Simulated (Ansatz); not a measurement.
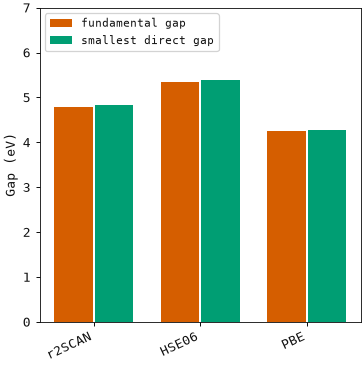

Gaps of KBr, space group R3m, 2 atoms in the cell, zincblende type, epitaxial (111) strain −3.5%, at several levels of theory on one cell (Ansatz, plane waves and PAW; edges over the mesh and the special points).

> How does the gap depend on the level, and does its kind change?

In rising order: PBE 4.24 eV, r2SCAN 4.79 eV and HSE06 5.35 eV. It is indirect at every level.
